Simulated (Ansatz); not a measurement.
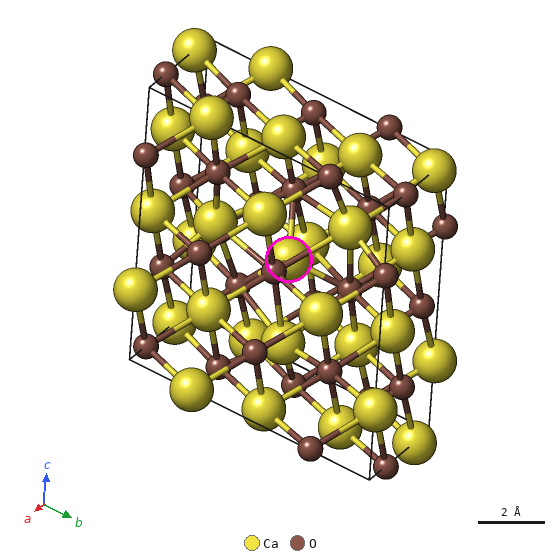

The image is a ball-and-stick drawing of a crystal, viewed slightly off an axis. The parallelepiped is the supercell. The host is CaO, in a cell of 32 sites, and the cell carries a charge of +2. A ring marks the defect's site.

> What imperfection does the supercell contain?

An interstitial calcium atom. It is bonded to four O in a tetrahedral arrangement at about 2.1 Å.

The atoms were relaxed in the host's cell with Ansatz 0.2.0, DFT PBE, scalar-relativistic, plane waves, PAW.
